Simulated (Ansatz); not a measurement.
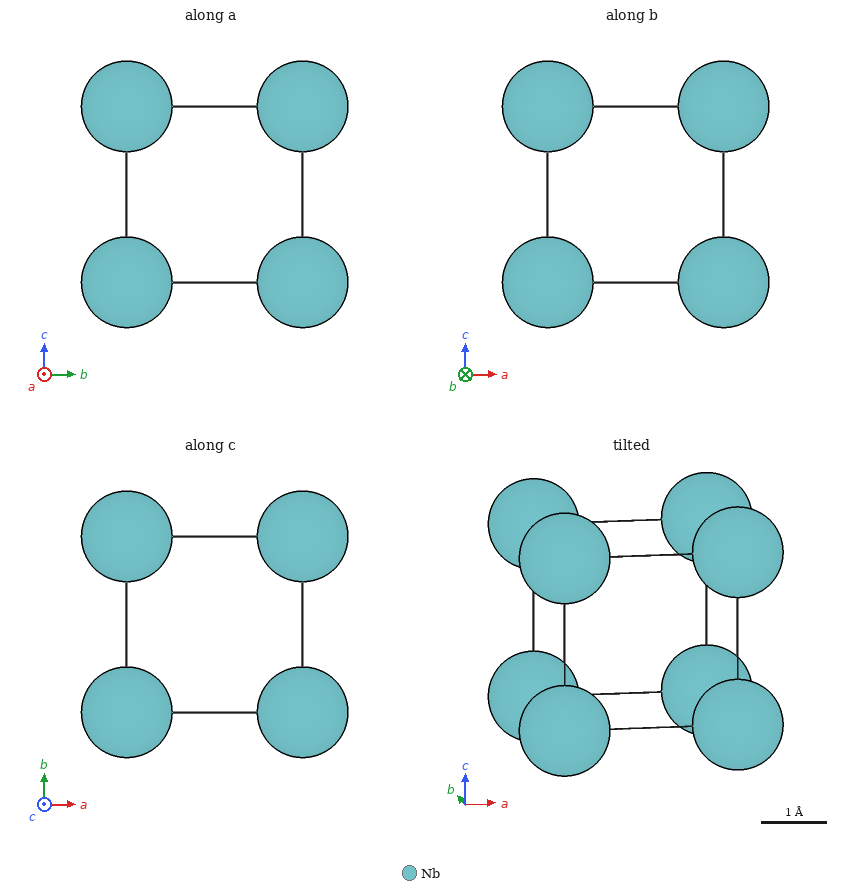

The figure gives a spheres-only picture of the atoms, viewed along the a axis, along the b axis, along the c axis and slightly off an axis. The lines enclose the conventional unit cell; boundary atoms appear with their images.

Lattice parameters: a = 2.7348 Å, b = 2.7348 Å, c = 2.7348 Å, α = 90.000°, β = 90.000°, γ = 90.000°.

**Transcribe the picture into a CIF with its space group and independent sites.**

```cif
data_structure
_symmetry_space_group_name_H-M 'P m -3 m'
_symmetry_Int_Tables_number 221
_cell_length_a 2.7348
_cell_length_b 2.7348
_cell_length_c 2.7348
_cell_angle_alpha 90.000
_cell_angle_beta 90.000
_cell_angle_gamma 90.000
_cell_volume 20.45
loop_
_atom_site_label
_atom_site_type_symbol
_atom_site_symmetry_multiplicity
_atom_site_Wyckoff_symbol
_atom_site_fract_x
_atom_site_fract_y
_atom_site_fract_z
_atom_site_occupancy
Nb1 Nb 1 a 0.0000 0.0000 0.0000 1
```

It goes back to a structure type filled with this element by a generator (whether the element takes this form wasn't checked). The cell was then strained or its atoms displaced on purpose. It was the input of a calculation with Ansatz.
